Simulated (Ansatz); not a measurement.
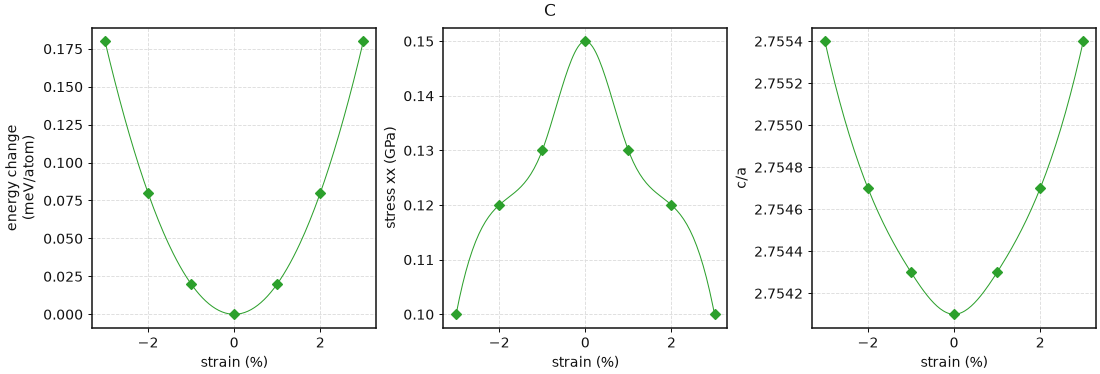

The picture above shows the energy change, stress xx and c/a against strain for C, space group Fmmm (No. 69).

Starting cell:
```xyz
8
Lattice="2.4455 0.0000 0.0000 0.0000 4.2335 0.0000 0.0000 0.0000 6.7353" Properties=species:S:1:pos:R:3 pbc="T T T"
C     1.2228    2.8224    3.3677
C     0.0000    3.5278    3.3677
C     1.2228    0.7057    0.0000
C     0.0000    1.4110    0.0000
C     0.0000    2.8224    0.0000
C     1.2228    3.5278    0.0000
C     0.0000    0.7057    3.3677
C     1.2228    1.4110    3.3677
```

Method: energy, stress and cell of a relaxed crystal along a series of strains, atoms and what the cell freedom names relaxed within the symmetry; stress is positive in compression; plane waves with PAW datasets, Γ-centred k mesh; energies extrapolated to zero smearing (Ansatz 0.2.0). Level: LDA, no spin polarisation.

```tsv
setting	value
wave cutoff	420 eV
k mesh	14×8×6
occupations	Gaussian
smearing width	0.1 eV
strain kind	shear ca
cell freedom	cell held, c moved along a by strain times its height
```

Where does the curve of the energy change have its lowest point?

The lowest computed point is at strain 0 % (0.00 meV/atom).

What does the stress xx do across the range?

It goes from 0.10 GPa at strain −3 % to 0.10 GPa at 3 %, not monotonically, with a high of 0.15 GPa at 0 %.

Read off the course of the c/a.

It goes from 2.7554 at strain −3 % to 2.7554 at 3 %, not monotonically, with a low of 2.7541 at 0 %.

Limits of the calculation: given cell holds a small stress on this mesh.
